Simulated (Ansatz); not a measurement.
Take the following structure.

```
Sn O
1.0
     4.75957    0.00000    0.00000
     0.00000    4.75957    0.00000
     0.00000    0.00000    3.20056
Sn O
2 4
Direct
  0.00000 0.00000 0.00000
  0.50000 0.50000 0.50000
  0.80590 0.80590 0.50000
  0.30590 0.69410 0.00000
  0.69410 0.30590 0.00000
  0.19410 0.19410 0.50000
```

Q: Interpret the file: composition, symmetry and coordination.

A: It has the composition SnO2. The structure has P4_2/mnm (No. 136) symmetry and a primitive tetragonal lattice. Its structure type: rutile. One cell contains 2 Sn, 4 O, 6 atoms in all. Around each Sn lie six O in a distorted octahedral arrangement at 2.06 to 2.07 Å. O bonds to three Sn at 2.06 to 2.07 Å. The bonds build a three-dimensional framework.

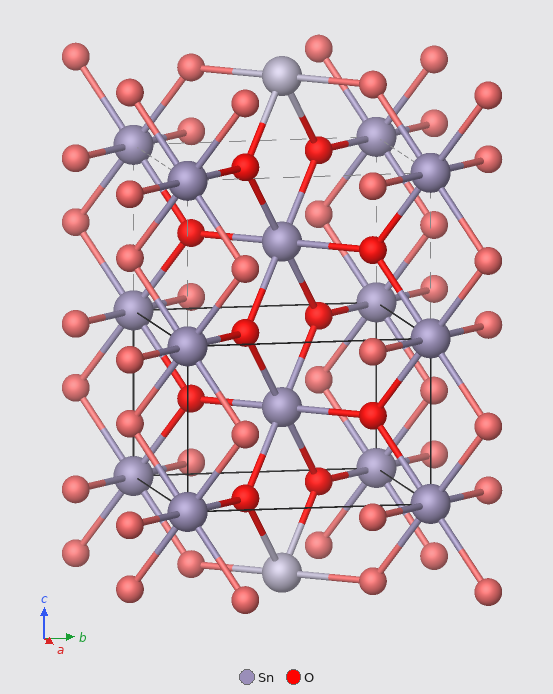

Structure drawing (ball-and-stick), viewed slightly off an axis. The solid frame is a single conventional unit cell within a 1×1×2 block. Bonded neighbours in the next cells are drawn too, in fainter colours. Colours: tin purple, oxygen red.

The model was built from a structure listed in the Materials Project. The picture shows the end point of a geometry optimisation with Ansatz 0.2.0, DFT r2SCAN, scalar-relativistic, plane waves, PAW.
